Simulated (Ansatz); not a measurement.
**ZrS: 8 runs along one coordinate**

System: ZrS (2 atoms in the cell).
Method: DFT PBEsol, scalar-relativistic, plane waves, PAW, no spin polarisation (Ansatz 0.2.0).

The 8 runs differ only in the geometry, by a strain of the cell at fixed fractional positions. Against run 5, the strain is εyy = −0.02 η, εyz = η and εzz = −0.02 η. The structure derives from an entry of the Crystallography Open Database.

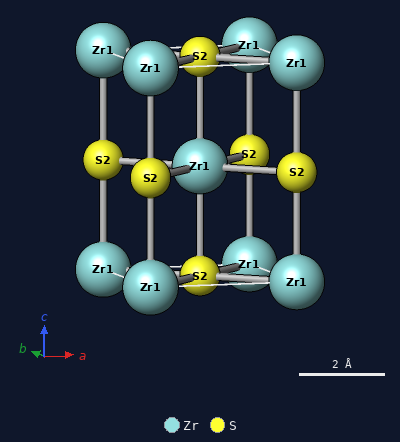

Figure 1. The structure of run 5 (ball-and-stick view of the cell 2 times as large as that of the calculation, set on its symmetry axes, seen slightly off an axis; atoms are numbered from 1 in the order of the input).

**Input of run 5**
```yaml
crystal:
  lattice:
    - [0.0, 2.67421875, 2.67421875]
    - [2.625, 0.04921875, 2.625]
    - [2.625, 2.625, 0.04921875]
  atoms:
    - { symbol: Zr, position: [0.0, 0.0, 0.0] }
    - { symbol: S, position: [0.5, 0.5, 0.5] }
basis:
  ecutwfc: 420
kpoints:
  mp_grid: { grid: [16, 16, 16] }
hamiltonian:
  xc: pbesol
scf:
  occupations: { method: gaussian, width: 0.15 }
output:
  forces: true
  stress: true
  eigenvalues: true
```

Run 2 differs from it as follows:
```diff
-    - [0.0, 2.67421875, 2.67421875]
-    - [2.625, 0.04921875, 2.625]
-    - [2.625, 2.625, 0.04921875]
+    - [0.0, 2.559375, 2.559375]
+    - [2.625, -0.065625, 2.625]
+    - [2.625, 2.625, -0.065625]
```

**Results, with one run withheld**

```csv
run,strain parameter η (%),"free energy per atom, from the lowest run given (meV)",pressure (GPa)
1,−6.8774,13.05,−6.02
2,−4.3765,?,?
3,−1.2504,0.00,−6.45
4,−0.6252,0.65,−6.43
5,0.0000,1.73,−6.40
6,1.2504,5.12,−6.28
7,1.8757,7.40,−6.21
8,2.5009,10.04,−6.12
```

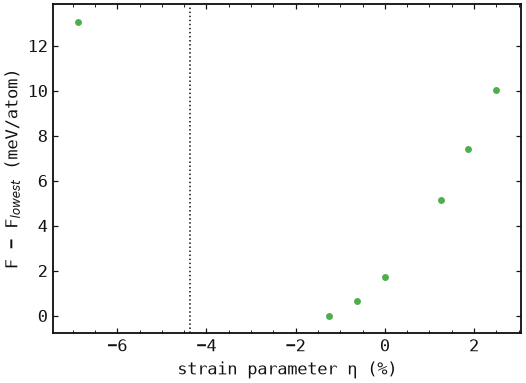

Figure 2. Free energy per atom of the runs given; the dotted line marks run 2.

What should run 2 give?

A cubic polynomial in the coordinate, fitted to the 7 runs given, misses them by at most 0.01 meV per atom. With x = η + 0.4466, it reads F = 0.92908 + 1.5931 x + 0.51928 x² − 0.0033508 x³ (meV per atom). At run 2 it gives 2.89 meV per atom, and the run itself gives 3.23. The fit has its minimum at η = −1.9584 %.

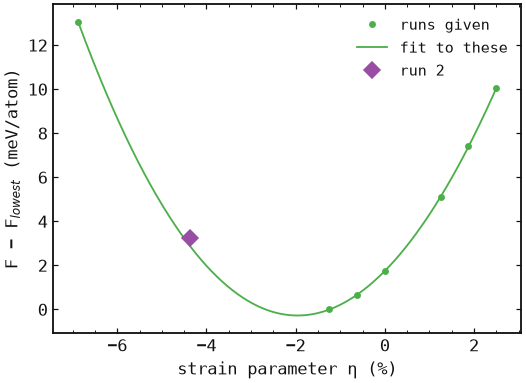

Figure 3. The fit and the withheld run.

**Output, shortened to warnings, some set-up lines, iterations and results (run 2)**
```
Basis set: ecut = 420 eV, 705 PW (Γ), exchange–correlation on 50×50×50 points (8 copies of the dense FFT grid, shifted against one another)
Symmetry: 8 space group operations
k-points: 621 of 4096
Initial density: superposition of atomic densities (neutral atoms: chi_scale 0, normalization atom), corrected by the library's trained network
[...]
SCF iter   1: F=—  HF=-5016.573781 eV  |F-HF|=—  |Δ(HF+E_count)|=         —  Δρ=3.94e-3  dr2=6.67e-3  ethr=1.77e-3  ⟨swp⟩=5.4  Hψ=99845  notcnv=0
SCF iter   2: F=—  HF=-5016.570800 eV  |F-HF|=—  |Δ(HF+E_count)|=   2.98e-3  Δρ=2.60e-3  dr2=2.88e-3  ethr=3.71e-5  ⟨swp⟩=1.4  Hψ=16196  notcnv=0
SCF iter   3: F=—  HF=-5016.569999 eV  |F-HF|=—  |Δ(HF+E_count)|=   8.01e-4  Δρ=6.10e-4  dr2=9.05e-5  ethr=1.60e-5  ⟨swp⟩=2.6  Hψ=13719  notcnv=0
SCF iter   4: F=—  HF=-5016.569993 eV  |F-HF|=—  |Δ(HF+E_count)|=   5.89e-6  Δρ=2.04e-4  dr2=9.94e-6  ethr=5.03e-7  ⟨swp⟩=2.8  Hψ=14148  notcnv=0
SCF iter   5: F=—  HF=-5016.569993 eV  |F-HF|=—  |Δ(HF+E_count)|=   2.48e-7  Δρ=3.46e-5  dr2=5.12e-7  ethr=5.52e-8  ⟨swp⟩=2.3  Hψ=14595  notcnv=0
SCF iter   6: F=-5016.569993 eV  HF=-5016.569993 eV  |F-HF|=1.09e-8  |Δ(HF+E_count)|=   4.00e-8  Δρ=7.32e-6  dr2=2.23e-8  ethr=5.56e-10  ⟨swp⟩=7.1  Hψ=43830  notcnv=0
SCF 1 converged in 6 iterations: F = -5016.569993 eV  dr2 = 2.23e-8
SCF converged after 6 iterations
Free energy (F): -5016.569993 eV
Harris-Foulkes:  -5016.569993 eV  (|F-HF|=1.09e-8)
Internal energy: -5016.554917 eV  (E = F + TS)
E sigma→0 (E₀):  -5016.562455 eV
Entropy (-TS):   -0.015076 eV (-7.538 meV/atom)
Fermi energy:    14.480473 eV
--- Per-component energies (eV) ---
  E_band       = -73.820418
  E_kinetic    = 443.637240
  E_local      = -699.331980  (includes V_loc(G=0)·N_el)
  E_nonlocal   = 109.518935
  E_hartree    = 219.647856
  E_xc         = -258.556505
  E_vxc        = -280.440556  (∫ρ·V_xc dr)
  E_paw        = -3484.334597  (= ΣΔE_a)
  E_vpaw       = -86.503154  (= ΣTr[D̂ρ^β])
  E_aug_tail   = 0.000026  (compensation charges beyond the density's cutoff)
  E_ewald      = -1347.363560
  E_core_change = 0.227670  (= ΣΔE_core)
  E_smearing   = -0.015076  (= −TS)
  E_closure    = 0.000000  (closes the sum)
  Σ components = -5016.569993   (vs F -5016.569993, Δ=0.00e0)
--- Forces (eV/Å), atoms counted from 1 ---
  atom   1  Zr    -0.00000000    -0.00000000     0.00000000
  atom   2  S      0.00000000     0.00000000     0.00000000
  max |Σ_I F_I| component: 1.58e-30 eV/Å
--- Stress (GPa, compression-positive) ---
       -6.506604       0.000000      -0.000000
        0.000000      -6.267618       1.358257
       -0.000000       1.358257      -6.267618
  P = ⅓ Tr σ = -6.3473 GPa (-63.473 kbar)
```
